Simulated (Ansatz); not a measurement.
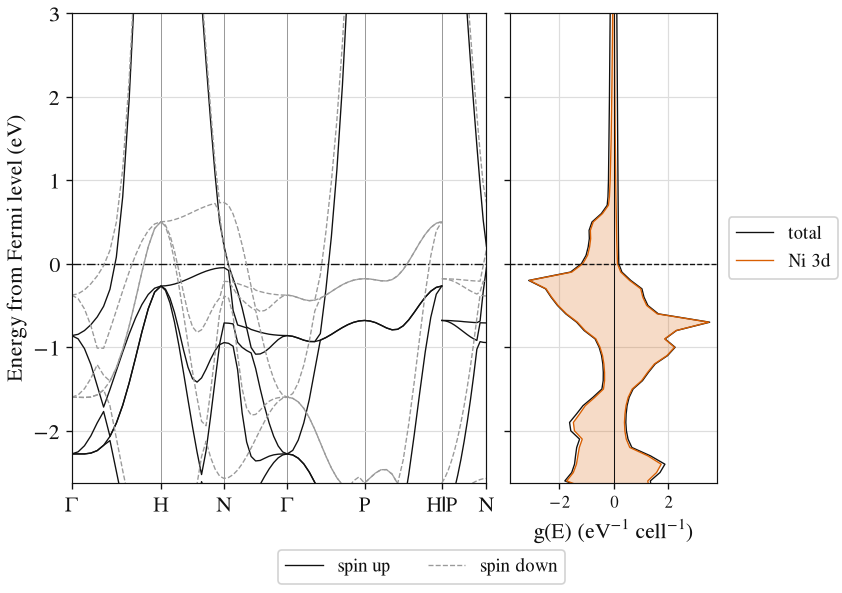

Band structure and density of states. Energies are counted from the Fermi level. The partial curves are projected on Löwdin-orthogonalised atomic shells. Spin-down states are drawn negative.

This input was run:

```
crystal:
  lattice:
    - [-1.4002398139, 1.4002398139, 1.4002398139]
    - [1.4002398139, -1.4002398139, 1.4002398139]
    - [1.4002398139, 1.4002398139, -1.4002398139]
  atoms:
    - { symbol: Ni, position: [0.0, 0.0, 0.0], spin: 0.64 }
basis:
  ecutwfc: 420
kpoints:
  mp_grid: { grid: [22, 22, 22] }
  band_path:
    path:
      - [[0.0, 0.0, 0.0], [0.5, -0.5, 0.5], [0.0, 0.0, 0.5], [0.0, 0.0, 0.0], [0.25, 0.25, 0.25], [0.5, -0.5, 0.5]]
      - [[0.25, 0.25, 0.25], [0.0, 0.0, 0.5]]
    npoints: 14
hamiltonian:
  xc: pbe
scf:
  occupations: { method: gaussian, width: 0.1 }
  n_extra_bands: 6
output:
  forces: true
  stress: true
  eigenvalues: true
  populations: true
  dos: { projected: true, de: 0.02, nscf_kmesh: { grid: [33, 33, 33] } }
  bader: true
  write_density: true
  write_potential: true
  elf: true
  volumetric_format: npy
magnetization:
  spin_polarized: true
checkpoint:
  read: start.run
  write: ck
  compress: false
  write_wavefunctions: false
  write_every: 100000
```

Launched with:
```bash
ansatz run input.yaml --threads 1 --pin off --max-ram 2560MiB --backend cpu --events-out ev --progress --plain --runs-dir out
```

**Does this material conduct, going by its bands?**

A metal: 1 spin-up and 4 spin-down bands cross the Fermi level along this path.

**Which levels at H lie nearest to the Fermi level?**

At H the nearest levels lie 0.27 eV below and 0.50 eV above the Fermi level.

**On which lines of the path do bands cross the Fermi level?**

Bands cross the Fermi level on every line of the path.
